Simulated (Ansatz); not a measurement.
The structure in question:

```cif
data_structure
_symmetry_space_group_name_H-M 'P 1'
_symmetry_Int_Tables_number 1
_cell_length_a 2.9859
_cell_length_b 2.9859
_cell_length_c 7.6002
_cell_angle_alpha 90.000
_cell_angle_beta 90.000
_cell_angle_gamma 120.000
_cell_volume 58.68
loop_
_atom_site_label
_atom_site_type_symbol
_atom_site_fract_x
_atom_site_fract_y
_atom_site_fract_z
_atom_site_occupancy
Al1 Al 0.00000 0.00000 0.78091 1
Al2 Al 0.00000 0.00000 0.21909 1
O1 O 0.33333 0.66667 0.70452 1
O2 O 0.66667 0.33333 0.29548 1
O3 O 0.00000 0.00000 0.00000 1
```

Question: What would you see if this were drawn?

Answer: The formula is Al2O3. The structure has P-3m1 (No. 164) symmetry and a primitive hexagonal lattice. The cell has 5 atoms, namely 2 Al, 3 O. The polyhedra are AlO4 tetrahedra; they share corners. The neighbours of Al are four O in a distorted tetrahedral arrangement at 1.67 to 1.82 Å. O takes two kinds of site: 2d with three Al in a trigonal pyramidal arrangement at 1.82 Å; 1a with two Al in a linear arrangement at 1.67 Å. The bonds build Al2O3 layers parallel to (001).

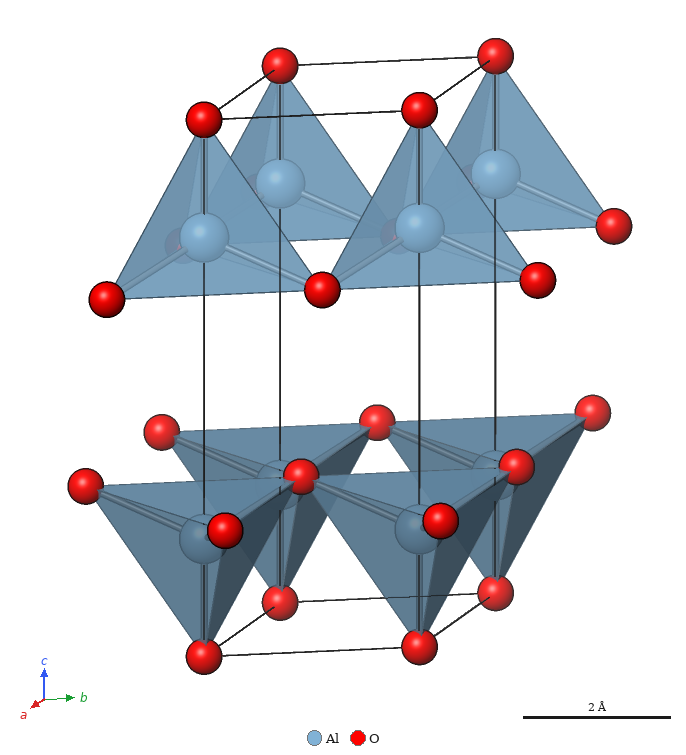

The figure gives a polyhedral picture of the atoms, viewed slightly off an axis. Thin lines show the conventional unit cell, with boundary atoms drawn in all their periodic places. A few atoms beyond the faces are included.

It goes back to a structure listed in the Materials Project. Relaxation method: Ansatz, DFT r2SCAN, scalar-relativistic, plane waves, PAW.
